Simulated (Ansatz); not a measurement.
# W(100) with 4 layers of random W-Al, 2x2: scattering by chemical disorder, part 2 of 2

How strongly does chemical disorder scatter in W(100) with 4 layers of random W-Al, 2x2?

Ansatz 0.2.0; Ansatz plane-wave DFT, PBE, PAW files; ballistic transport by layer matching (Landauer), zero bias; PAW set soft_1.

So far. Step 2 (With 4 alloy layers): Over the solved energies the transmission per spin lies between 1.27 and 1.44, out of 5.24 channels of the lead on average (up to 5.78). The log calls the step of a lead's potential too much.

### 3. With 8 alloy layers

System of this step: W(100) with 8 layers of random W-Al, 2x2. The cell holds 72 atoms: 56 W and 16 Al. Its edges and angles: a = 6.330 Å, b = 6.330 Å, c = 28.483 Å, α = 90.0°, β = 90.0°, γ = 90.0°. It derives from W. Regions: lead, 40 atoms (40 W); scattering region, 32 atoms (16 W and 16 Al). The structure is stacked along c, and the current runs across the ab planes.

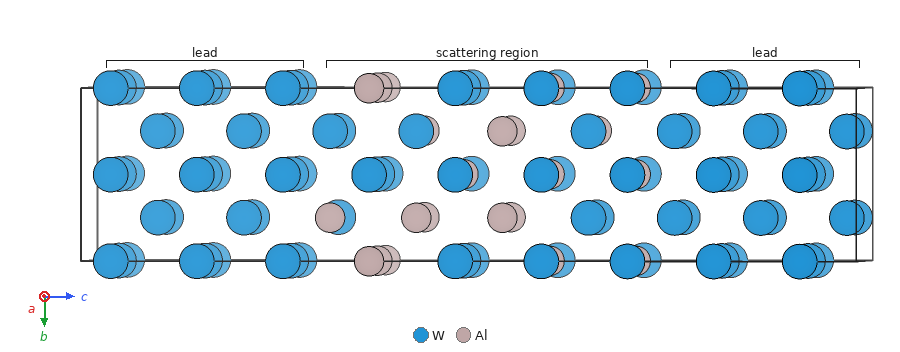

The cell of this step (tungsten blue, aluminium light grey). Some periodic images of atoms are drawn too.

input.yaml reads:

```yaml
crystal:
  lattice:
    - [6.3296, 0.0, 0.0]
    - [0.0, 6.3296, 0.0]
    - [0.0, 0.0, 28.4832]
  atoms:
    - { symbol: W, position: [0.0, 0.0, 0.0277777778] }
    - { symbol: W, position: [0.0, 0.5, 0.0277777778] }
    - { symbol: W, position: [0.5, 0.0, 0.0277777778] }
    - { symbol: W, position: [0.5, 0.5, 0.0277777778] }
    - { symbol: W, position: [0.25, 0.25, 0.0833333333] }
    - { symbol: W, position: [0.25, 0.75, 0.0833333333] }
    - { symbol: W, position: [0.75, 0.25, 0.0833333333] }
    - { symbol: W, position: [0.75, 0.75, 0.0833333333] }
    - { symbol: W, position: [0.0, 0.0, 0.1388888889] }
    - { symbol: W, position: [0.0, 0.5, 0.1388888889] }
    - { symbol: W, position: [0.5, 0.0, 0.1388888889] }
    - { symbol: W, position: [0.5, 0.5, 0.1388888889] }
    - { symbol: W, position: [0.25, 0.25, 0.1944444444] }
    - { symbol: W, position: [0.25, 0.75, 0.1944444444] }
    - { symbol: W, position: [0.75, 0.25, 0.1944444444] }
    - { symbol: W, position: [0.75, 0.75, 0.1944444444] }
    - { symbol: W, position: [0.0, 0.0, 0.25] }
    - { symbol: W, position: [0.0, 0.5, 0.25] }
    - { symbol: W, position: [0.5, 0.0, 0.25] }
    - { symbol: W, position: [0.5, 0.5, 0.25] }
    - { symbol: W, position: [0.25, 0.25, 0.3055555556] }
    - { symbol: W, position: [0.25, 0.75, 0.3055555556] }
    - { symbol: W, position: [0.75, 0.25, 0.3055555556] }
    - { symbol: Al, position: [0.75, 0.75, 0.3055555556] }
    - { symbol: Al, position: [0.0, 0.0, 0.3611111111] }
    - { symbol: W, position: [0.0, 0.5, 0.3611111111] }
    - { symbol: Al, position: [0.5, 0.0, 0.3611111111] }
    - { symbol: W, position: [0.5, 0.5, 0.3611111111] }
    - { symbol: Al, position: [0.25, 0.25, 0.4166666667] }
    - { symbol: Al, position: [0.25, 0.75, 0.4166666667] }
    - { symbol: W, position: [0.75, 0.25, 0.4166666667] }
    - { symbol: Al, position: [0.75, 0.75, 0.4166666667] }
    - { symbol: W, position: [0.0, 0.0, 0.4722222222] }
    - { symbol: W, position: [0.0, 0.5, 0.4722222222] }
    - { symbol: W, position: [0.5, 0.0, 0.4722222222] }
    - { symbol: Al, position: [0.5, 0.5, 0.4722222222] }
    - { symbol: Al, position: [0.25, 0.25, 0.5277777778] }
    - { symbol: Al, position: [0.25, 0.75, 0.5277777778] }
    - { symbol: Al, position: [0.75, 0.25, 0.5277777778] }
    - { symbol: Al, position: [0.75, 0.75, 0.5277777778] }
    - { symbol: W, position: [0.0, 0.0, 0.5833333333] }
    - { symbol: W, position: [0.0, 0.5, 0.5833333333] }
    - { symbol: Al, position: [0.5, 0.0, 0.5833333333] }
    - { symbol: Al, position: [0.5, 0.5, 0.5833333333] }
    - { symbol: Al, position: [0.25, 0.25, 0.6388888889] }
    - { symbol: W, position: [0.25, 0.75, 0.6388888889] }
    - { symbol: W, position: [0.75, 0.25, 0.6388888889] }
    - { symbol: W, position: [0.75, 0.75, 0.6388888889] }
    - { symbol: W, position: [0.0, 0.0, 0.6944444444] }
    - { symbol: W, position: [0.0, 0.5, 0.6944444444] }
    - { symbol: Al, position: [0.5, 0.0, 0.6944444444] }
    - { symbol: Al, position: [0.5, 0.5, 0.6944444444] }
    - { symbol: W, position: [0.25, 0.25, 0.75] }
    - { symbol: W, position: [0.25, 0.75, 0.75] }
    - { symbol: W, position: [0.75, 0.25, 0.75] }
    - { symbol: W, position: [0.75, 0.75, 0.75] }
    - { symbol: W, position: [0.0, 0.0, 0.8055555556] }
    - { symbol: W, position: [0.0, 0.5, 0.8055555556] }
    - { symbol: W, position: [0.5, 0.0, 0.8055555556] }
    - { symbol: W, position: [0.5, 0.5, 0.8055555556] }
    - { symbol: W, position: [0.25, 0.25, 0.8611111111] }
    - { symbol: W, position: [0.25, 0.75, 0.8611111111] }
    - { symbol: W, position: [0.75, 0.25, 0.8611111111] }
    - { symbol: W, position: [0.75, 0.75, 0.8611111111] }
    - { symbol: W, position: [0.0, 0.0, 0.9166666667] }
    - { symbol: W, position: [0.0, 0.5, 0.9166666667] }
    - { symbol: W, position: [0.5, 0.0, 0.9166666667] }
    - { symbol: W, position: [0.5, 0.5, 0.9166666667] }
    - { symbol: W, position: [0.25, 0.25, 0.9722222222] }
    - { symbol: W, position: [0.25, 0.75, 0.9722222222] }
    - { symbol: W, position: [0.75, 0.25, 0.9722222222] }
    - { symbol: W, position: [0.75, 0.75, 0.9722222222] }
kpoints:
  mp_grid: { grid: [4, 4, 1] }
hamiltonian:
  xc: pbe
  pseudopotentials: { kind: paw, azcp: { folder: soft_1 } }
scf:
  occupations: { method: fermi_dirac, width: 0.1 }
output:
  transmission: { leads: [[0, 4]], kmesh: [8, 8], e_range: [-0.05, 0.05], de: 0.05 }
  write_potential: true
  write_density: true
  volumetric_format: npy
```

Started as:

```console
$ ansatz run input.yaml --threads 4 --pin off --max-ram 15360MiB --backend cpu --events-out ev --progress --plain --runs-dir out
```

Numbers of over 12 decimals in the logs are rounded to 6 here.

Output:

```text
[...]
Crystal: 72 atoms, lattice volume = 1141.146 Å³
Basis set: ecut = 420 eV, 22299 PW (Γ)
Bands: 500, of which v1, the nominal top of the filled ones, is band 416 counted from 1 (415 counted from 0)
Symmetry: 1 space group operations
[...]
k-points: 10 of 16 (time reversal used)
[...]
SCF iter   1: F=—  HF=-590222.033713 eV  |F-HF|=—  |Δ(HF+E_count)|=         —  Δρ=5.83e-2  dr2=9.44e1  ethr=3.10e-3  ⟨swp⟩=6.1  Hψ=20278  notcnv=0
[...]
SCF iter   9: F=-590209.157882 eV  HF=-590209.157882 eV  |F-HF|=1.46e-8  |Δ(HF+E_count)|=   3.99e-8  Δρ=5.96e-7  dr2=1.68e-8  ethr=1.20e-11  ⟨swp⟩=6.8  Hψ=12773  notcnv=0
SCF 1 converged in 9 iterations: F = -590209.157882 eV  dr2 = 1.68e-8
[...]
transmission: 123 of 1224 steps passed
transmission: 249 of 1224 steps passed
[...]
transmission: 1224 of 1224 steps passed
SCF converged after 9 iterations
Free energy (F): -590209.157882 eV
[...]
Internal energy: -590207.910611 eV  (E = F + TS)
E sigma→0 (E₀):  -590208.534246 eV
Entropy (-TS):   -1.247271 eV (-17.323 meV/atom)
Fermi energy:    19.153110 eV
[...]
--- Band table (eV; the first three rows and the last of 10) ---
  k-point 0: bands = [... 412 lower, 19.0663, 19.0924, 19.1136, 19.1312, 19.2558, 19.2830, 19.3299, 19.3587, ... 80 higher]
  k-point 1: bands = [... 412 lower, 19.0088, 19.0573, 19.1110, 19.1334, 19.1546, 19.2339, 19.2557, 19.2724, ... 80 higher]
  k-point 2: bands = [... 412 lower, 19.0746, 19.1422, 19.1863, 19.2766, 19.3154, 19.3474, 19.3875, 19.4043, ... 80 higher]
  k-point 9: bands = [... 412 lower, 18.7305, 18.8009, 18.8434, 18.9156, 18.9857, 19.0336, 19.1547, 19.1903, ... 80 higher]
--- Transmission ---
  basis      : 349 plane waves across, 36 finite elements along
  points     : 34, standing for a mesh of 8 x 8
[...]
channels       : 5.281250e0 a spin
[...]
slowest decay  : 0.0380 /Å at (0.5000, 0.5000)
  junction   : crystal 0 to crystal 0, 0.70 to 27.60 Å
    transmission   : 9.585462e-1 a spin
[...]
```

Wall time 24 min (4 threads of Arm Neoverse V1, shared host); peak memory 9.8 GiB.

This step gave:

| Item | Value |
| --- | --- |
| free energy | -590209.1579 eV |
| energy at zero smearing | -590208.5342 eV |
| Fermi energy | 19.15 eV |
| transmission per spin nearest the Fermi level | 0.9585 |
| step of the lead's potential | 42.9 meV |

Per spin. Transmission, zone mean against energy, zero at the Fermi level:

| energy (eV) | transmission, zone mean |
| --- | --- |
| -0.0500 | 0.940 |
| 0.0000 | 0.959 |
| 0.0500 | 1.08 |

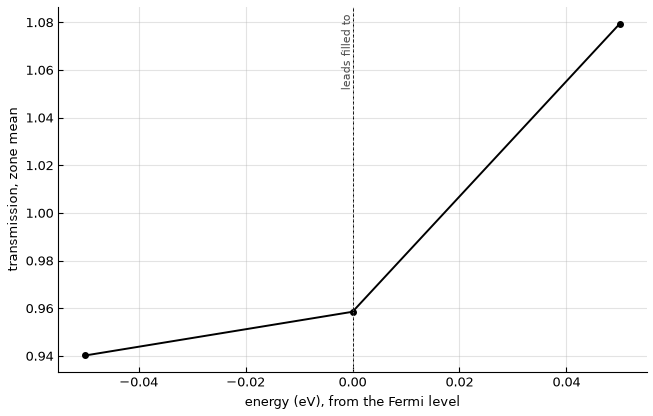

Transmission, zone mean against energy.

Over the solved energies the transmission per spin lies between 0.940 and 1.08, out of 5.20 channels of the lead on average (up to 5.66). The log calls the step of a lead's potential too much.

### 4. With 12 alloy layers

System of this step: W(100) with 12 layers of random W-Al, 2x2. The cell holds 88 atoms: 64 W and 24 Al. Its edges and angles: a = 6.330 Å, b = 6.330 Å, c = 34.813 Å, α = 90.0°, β = 90.0°, γ = 90.0°. It derives from W. Regions: lead, 40 atoms (40 W); scattering region, 48 atoms (24 Al and 24 W). The structure is stacked along c, and the current runs across the ab planes.

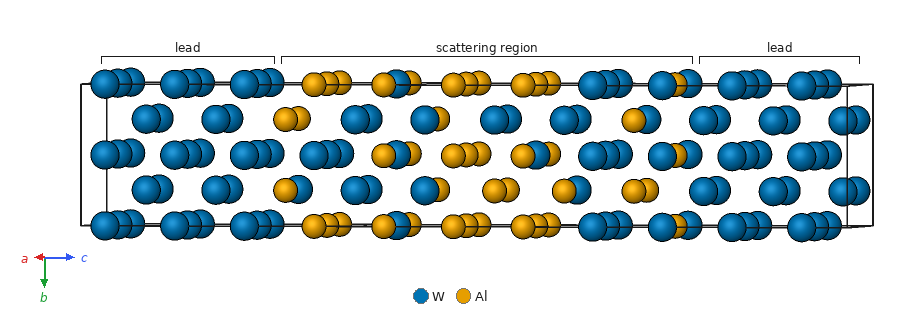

The cell of this step (tungsten blue, aluminium orange). Some periodic images of atoms are drawn too.

input.yaml reads:

```yaml
crystal:
  lattice:
    - [6.3296, 0.0, 0.0]
    - [0.0, 6.3296, 0.0]
    - [0.0, 0.0, 34.8128]
  atoms:
    - { symbol: W, position: [0.0, 0.0, 0.0227272727] }
    - { symbol: W, position: [0.0, 0.5, 0.0227272727] }
    - { symbol: W, position: [0.5, 0.0, 0.0227272727] }
    - { symbol: W, position: [0.5, 0.5, 0.0227272727] }
    - { symbol: W, position: [0.25, 0.25, 0.0681818182] }
    - { symbol: W, position: [0.25, 0.75, 0.0681818182] }
    - { symbol: W, position: [0.75, 0.25, 0.0681818182] }
    - { symbol: W, position: [0.75, 0.75, 0.0681818182] }
    - { symbol: W, position: [0.0, 0.0, 0.1136363636] }
    - { symbol: W, position: [0.0, 0.5, 0.1136363636] }
    - { symbol: W, position: [0.5, 0.0, 0.1136363636] }
    - { symbol: W, position: [0.5, 0.5, 0.1136363636] }
    - { symbol: W, position: [0.25, 0.25, 0.1590909091] }
    - { symbol: W, position: [0.25, 0.75, 0.1590909091] }
    - { symbol: W, position: [0.75, 0.25, 0.1590909091] }
    - { symbol: W, position: [0.75, 0.75, 0.1590909091] }
    - { symbol: W, position: [0.0, 0.0, 0.2045454545] }
    - { symbol: W, position: [0.0, 0.5, 0.2045454545] }
    - { symbol: W, position: [0.5, 0.0, 0.2045454545] }
    - { symbol: W, position: [0.5, 0.5, 0.2045454545] }
    - { symbol: Al, position: [0.25, 0.25, 0.25] }
    - { symbol: W, position: [0.25, 0.75, 0.25] }
    - { symbol: Al, position: [0.75, 0.25, 0.25] }
    - { symbol: Al, position: [0.75, 0.75, 0.25] }
    - { symbol: Al, position: [0.0, 0.0, 0.2954545455] }
    - { symbol: W, position: [0.0, 0.5, 0.2954545455] }
    - { symbol: Al, position: [0.5, 0.0, 0.2954545455] }
    - { symbol: W, position: [0.5, 0.5, 0.2954545455] }
    - { symbol: W, position: [0.25, 0.25, 0.3409090909] }
    - { symbol: W, position: [0.25, 0.75, 0.3409090909] }
    - { symbol: W, position: [0.75, 0.25, 0.3409090909] }
    - { symbol: W, position: [0.75, 0.75, 0.3409090909] }
    - { symbol: Al, position: [0.0, 0.0, 0.3863636364] }
    - { symbol: Al, position: [0.0, 0.5, 0.3863636364] }
    - { symbol: W, position: [0.5, 0.0, 0.3863636364] }
    - { symbol: W, position: [0.5, 0.5, 0.3863636364] }
    - { symbol: Al, position: [0.25, 0.25, 0.4318181818] }
    - { symbol: Al, position: [0.25, 0.75, 0.4318181818] }
    - { symbol: W, position: [0.75, 0.25, 0.4318181818] }
    - { symbol: W, position: [0.75, 0.75, 0.4318181818] }
    - { symbol: Al, position: [0.0, 0.0, 0.4772727273] }
    - { symbol: Al, position: [0.0, 0.5, 0.4772727273] }
    - { symbol: Al, position: [0.5, 0.0, 0.4772727273] }
    - { symbol: Al, position: [0.5, 0.5, 0.4772727273] }
    - { symbol: W, position: [0.25, 0.25, 0.5227272727] }
    - { symbol: Al, position: [0.25, 0.75, 0.5227272727] }
    - { symbol: W, position: [0.75, 0.25, 0.5227272727] }
    - { symbol: Al, position: [0.75, 0.75, 0.5227272727] }
    - { symbol: Al, position: [0.0, 0.0, 0.5681818182] }
    - { symbol: Al, position: [0.0, 0.5, 0.5681818182] }
    - { symbol: Al, position: [0.5, 0.0, 0.5681818182] }
    - { symbol: W, position: [0.5, 0.5, 0.5681818182] }
    - { symbol: W, position: [0.25, 0.25, 0.6136363636] }
    - { symbol: W, position: [0.25, 0.75, 0.6136363636] }
    - { symbol: W, position: [0.75, 0.25, 0.6136363636] }
    - { symbol: Al, position: [0.75, 0.75, 0.6136363636] }
    - { symbol: W, position: [0.0, 0.0, 0.6590909091] }
    - { symbol: W, position: [0.0, 0.5, 0.6590909091] }
    - { symbol: W, position: [0.5, 0.0, 0.6590909091] }
    - { symbol: W, position: [0.5, 0.5, 0.6590909091] }
    - { symbol: W, position: [0.25, 0.25, 0.7045454545] }
    - { symbol: Al, position: [0.25, 0.75, 0.7045454545] }
    - { symbol: Al, position: [0.75, 0.25, 0.7045454545] }
    - { symbol: Al, position: [0.75, 0.75, 0.7045454545] }
    - { symbol: W, position: [0.0, 0.0, 0.75] }
    - { symbol: W, position: [0.0, 0.5, 0.75] }
    - { symbol: Al, position: [0.5, 0.0, 0.75] }
    - { symbol: Al, position: [0.5, 0.5, 0.75] }
    - { symbol: W, position: [0.25, 0.25, 0.7954545455] }
    - { symbol: W, position: [0.25, 0.75, 0.7954545455] }
    - { symbol: W, position: [0.75, 0.25, 0.7954545455] }
    - { symbol: W, position: [0.75, 0.75, 0.7954545455] }
    - { symbol: W, position: [0.0, 0.0, 0.8409090909] }
    - { symbol: W, position: [0.0, 0.5, 0.8409090909] }
    - { symbol: W, position: [0.5, 0.0, 0.8409090909] }
    - { symbol: W, position: [0.5, 0.5, 0.8409090909] }
    - { symbol: W, position: [0.25, 0.25, 0.8863636364] }
    - { symbol: W, position: [0.25, 0.75, 0.8863636364] }
    - { symbol: W, position: [0.75, 0.25, 0.8863636364] }
    - { symbol: W, position: [0.75, 0.75, 0.8863636364] }
    - { symbol: W, position: [0.0, 0.0, 0.9318181818] }
    - { symbol: W, position: [0.0, 0.5, 0.9318181818] }
    - { symbol: W, position: [0.5, 0.0, 0.9318181818] }
    - { symbol: W, position: [0.5, 0.5, 0.9318181818] }
    - { symbol: W, position: [0.25, 0.25, 0.9772727273] }
    - { symbol: W, position: [0.25, 0.75, 0.9772727273] }
    - { symbol: W, position: [0.75, 0.25, 0.9772727273] }
    - { symbol: W, position: [0.75, 0.75, 0.9772727273] }
kpoints:
  mp_grid: { grid: [4, 4, 1] }
hamiltonian:
  xc: pbe
  pseudopotentials: { kind: paw, azcp: { folder: soft_1 } }
scf:
  occupations: { method: fermi_dirac, width: 0.1 }
output:
  transmission: { leads: [[0, 4]], kmesh: [8, 8], e_range: [-0.05, 0.05], de: 0.05 }
  write_potential: true
  write_density: true
  volumetric_format: npy
```

Output:

```text
[...]
Crystal: 88 atoms, lattice volume = 1394.734 Å³
Basis set: ecut = 420 eV, 27305 PW (Γ)
Bands: 581, of which v1, the nominal top of the filled ones, is band 484 counted from 1 (483 counted from 0)
Symmetry: 1 space group operations
[...]
k-points: 10 of 16 (time reversal used)
[...]
SCF iter   1: F=—  HF=-677611.805133 eV  |F-HF|=—  |Δ(HF+E_count)|=         —  Δρ=5.80e-2  dr2=8.46e1  ethr=3.10e-3  ⟨swp⟩=6.1  Hψ=24302  notcnv=0
[...]
SCF iter   9: F=-677595.684623 eV  HF=-677595.684623 eV  |F-HF|=2.99e-8  |Δ(HF+E_count)|=   2.60e-8  Δρ=4.74e-7  dr2=3.19e-8  ethr=1.03e-11  ⟨swp⟩=7.2  Hψ=15511  notcnv=0
SCF 1 converged in 9 iterations: F = -677595.684623 eV  dr2 = 3.19e-8
[...]
transmission: 174 of 1734 steps passed
transmission: 350 of 1734 steps passed
[...]
transmission: 1734 of 1734 steps passed
SCF converged after 9 iterations
Free energy (F): -677595.684623 eV
[...]
Internal energy: -677594.058532 eV  (E = F + TS)
E sigma→0 (E₀):  -677594.871577 eV
Entropy (-TS):   -1.626091 eV (-18.478 meV/atom)
Fermi energy:    18.413036 eV
[...]
--- Band table (eV; the first three rows and the last of 10) ---
  k-point 0: bands = [... 480 lower, 18.3529, 18.3644, 18.4138, 18.4701, 18.4803, 18.5139, 18.5260, 18.5699, ... 93 higher]
  k-point 1: bands = [... 480 lower, 18.3304, 18.3682, 18.3849, 18.3995, 18.4668, 18.5080, 18.5260, 18.5456, ... 93 higher]
  k-point 2: bands = [... 480 lower, 18.3547, 18.4046, 18.4301, 18.4722, 18.5264, 18.5397, 18.6038, 18.6133, ... 93 higher]
  k-point 9: bands = [... 480 lower, 18.0278, 18.1079, 18.1780, 18.2984, 18.3190, 18.3795, 18.4442, 18.5346, ... 93 higher]
--- Transmission ---
  basis      : 349 plane waves across, 51 finite elements along
  points     : 34, standing for a mesh of 8 x 8
[...]
channels       : 5.031250e0 a spin
[...]
slowest decay  : 0.0395 /Å at (0.5000, 0.5000)
  junction   : crystal 0 to crystal 0, 0.70 to 33.93 Å
    transmission   : 7.956703e-1 a spin
[...]
```

Elapsed: 24 min, on 4 threads; peak memory 9 GiB; 1.5 h of CPU time.

This step gave:

| Property | Result |
| --- | --- |
| free energy | -677595.6846 eV |
| energy at zero smearing | -677594.8716 eV |
| Fermi energy | 18.41 eV |
| transmission per spin nearest the Fermi level | 0.7957 |
| open channels per spin nearest the Fermi level | 5.031 |
| step of the lead's potential | 17.6 meV |

Per spin. Transmission, zone mean against energy, zero at the Fermi level:

| energy (eV) | transmission, zone mean |
| --- | --- |
| -0.0500 | 0.712 |
| 0.0000 | 0.796 |
| 0.0500 | 0.792 |

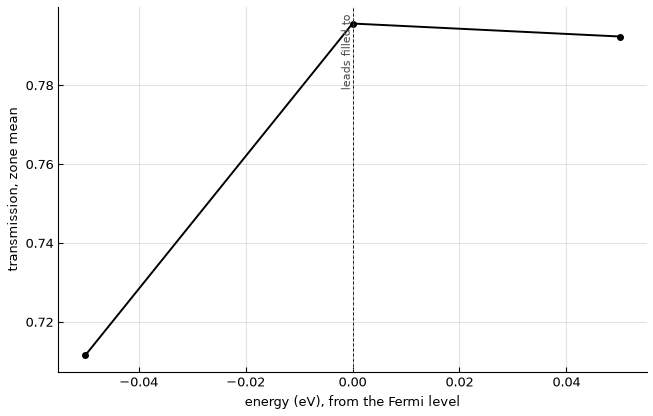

Transmission, zone mean against energy.

Over the solved energies the transmission per spin lies between 0.712 and 0.796, out of 5.11 channels of the lead on average (up to 5.66).

### 5. The fit

This step: Ansatz plane-wave DFT, PBE, PAW files; ballistic transport by layer matching (Landauer), zero bias; residual resistivity from the slope of the area resistance, atoms on the host's lattice; PAW set soft_1 (Ansatz 0.2.0).

This step gave:

- resistivity: 229.2 µΩ cm
- intercept: 1.359 fΩ m²
- scatter about the fit: 0.03316 fΩ m²

Resistance, by row:

| run | length (Å) | T | channels N | RA (fΩ m²) |
| --- | --- | --- | --- | --- |
| n4 | 6.33 | 1.354 | 5.24 | 2.833 |
| n8 | 12.66 | 0.9928 | 5.198 | 4.214 |
| n12 | 18.99 | 0.7665 | 5.115 | 5.735 |

Area resistance against length of the alloy:

| length of the alloy (Å) | area resistance (fΩ m²) |
| --- | --- |
| 6.33 | 2.83 |
| 12.66 | 4.21 |
| 18.99 | 5.73 |

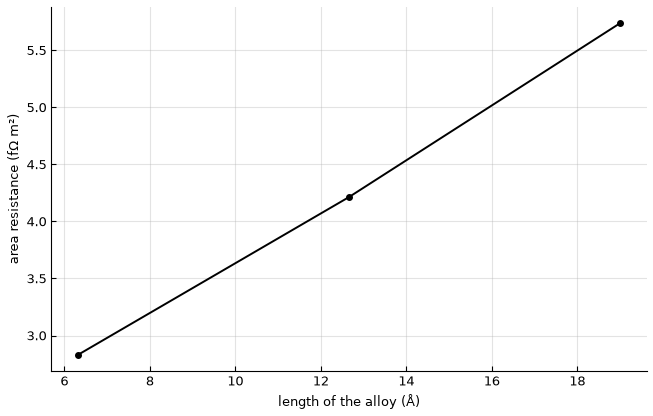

Area resistance against length of the alloy.

The area resistance goes from 2.8 to 5.7 fΩ m² between 6.3 and 19.0 Å, a slope of 229 µΩ cm.

By hand from the end points: (5.735 − 2.833) fΩ m² / (18.99 − 6.33) Å = 229 µΩ cm, since 1 fΩ m² per Å is 1000 µΩ cm.

### 6. Results

```yaml
resistivity_from_the_slope: 229 µΩ cm
area_resistance_over_6p33_a: 2.83 fΩ m²
area_resistance_over_12p7_a: 4.21 fΩ m²
area_resistance_over_19p0_a: 5.73 fΩ m²
```

In words: The slope gives 229 µΩ cm. The points scatter by 0.033 fΩ m² about the line, with one random draw a length in a 2x2 cell, so the slope is a rough value. The lead's own channel count moves between the runs (5.24, 5.20 and 5.11), which shifts RA and the slope too. Read with a model of isotropic scattering on a spherical Fermi surface and the lead's 1.0×10¹⁵ S/m², this slope means a mean free path near 3.2 Å (a rough figure, since the alloy's own channel count differs); over these lengths the model's slope is within 3 % of its bulk resistivity, though a free path of a few ångströms strains the picture. The atoms sit on the host's lattice, so scattering by size misfit is left out. With 50 % of Al, whose own structure is another, this is a hypothetical phase. Spin-orbit coupling is left out, which matters for W. A lead's potential steps by up to 56 meV from period to period, which the log calls too much, so longer leads could move the result.

[Logs are printed without paths, hosts, clocks, repeated set-up lines and the standing remarks that a program may print on its own settings, such as how far it seeks lower states.]

[Hosts, paths, dates, database ids (printed as entryN), source tags and the programs' standing remarks are cut or masked in the printed files.]
